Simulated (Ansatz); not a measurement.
InAs (slab)

```cif
data_structure
_symmetry_space_group_name_H-M 'P 1'
_symmetry_Int_Tables_number 1
_cell_length_a 6.0875
_cell_length_b 7.4556
_cell_length_c 26.5702
_cell_angle_alpha 90.000
_cell_angle_beta 90.000
_cell_angle_gamma 114.095
_cell_volume 1100.84
loop_
_atom_site_label
_atom_site_type_symbol
_atom_site_fract_x
_atom_site_fract_y
_atom_site_fract_z
_atom_site_occupancy
As1 As 0.10000 0.70000 0.28227 1
In1 In 0.70000 0.40000 0.30789 1
As2 As 0.80000 0.10000 0.33350 1
In2 In 0.40000 0.80000 0.35912 1
As3 As 0.50000 0.50000 0.38473 1
In3 In 0.10000 0.20000 0.41035 1
As4 As 0.20000 0.90000 0.43596 1
In4 In 0.80000 0.60000 0.46158 1
As5 As 0.90000 0.30000 0.48719 1
In5 In 0.50000 0.00000 0.51281 1
As6 As 0.60000 0.70000 0.53842 1
In6 In 0.20000 0.40000 0.56404 1
As7 As 0.30000 0.10000 0.58965 1
In7 In 0.90000 0.80000 0.61527 1
As8 As 0.00000 0.50000 0.64088 1
In8 In 0.60000 0.20000 0.66650 1
As9 As 0.70000 0.90000 0.69211 1
In9 In 0.30000 0.60000 0.71773 1
```

Not relaxed (largest force 1.4 eV/Å).

These are results of DFT PBEsol, scalar-relativistic, plane waves, PAW (Ansatz), not measurements.

Q: What can the converged valence pseudo-density and electron localisation function tell about the bonding?

A: In–As (2.64 Å): the density is about 0.4 e/Å³ at the midpoint; the ELF is about 0.55 at the midpoint.

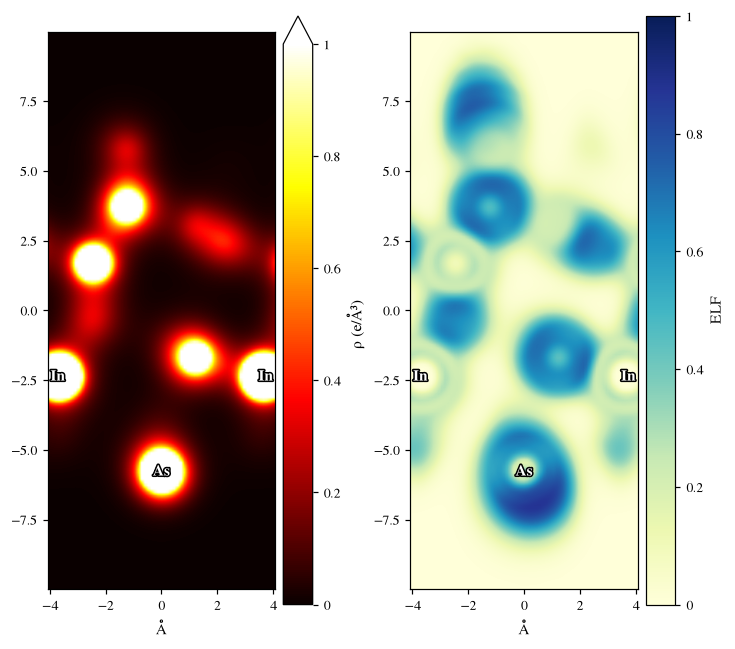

Computed valence pseudo-density and electron localisation function on the (100) plane of the calculation cell, a cut from vacuum to vacuum, in this order. Atoms just off the plane (As, 0.6 Å away and In, 0.6 Å away) can leave unmarked features too.

The density is the valence pseudo-density of a PAW calculation; it isn't the true density close to the nuclei.
